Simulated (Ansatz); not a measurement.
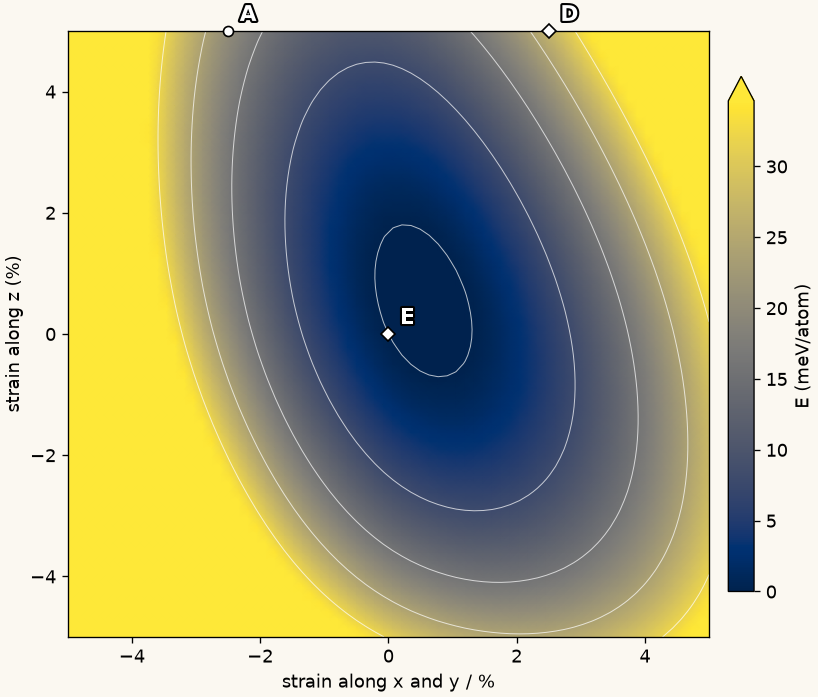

MgS (Fm-3m, No. 225; 2 atoms in the cell). The cell is strained homogeneously, by one strain along x and y and another along z, with fractional coordinates fixed (x, y and z along the cube axes). The first coordinate is: strain along x and y; the second: strain along z. Grid: 5 × 5 points. Energies: meV/atom, counted from the lowest grid point. The reference cell is the one listed in the database, not relaxed at this level. All numbers below come from DFT PBE, scalar-relativistic, plane waves, PAW in Ansatz 0.2.0. Settings: cutoff 420 eV, k-mesh 8×8×8, gaussian smearing 0.05 eV, no spin polarisation.

The picture shows a smooth colour map with a few white contour lines, one colour for all values above the top of the scale, lettered points. Between grid points the surface is interpolated.

Is D the lowest point of the computed grid?

No. D lies 27 meV/atom above the lowest grid point, which is at strain along x and y = 0.0 %, strain along z = 0.0 %.

Rank the lettered points by energy, lowest first.

E (0 meV/atom), A (20 meV/atom), D (27 meV/atom).
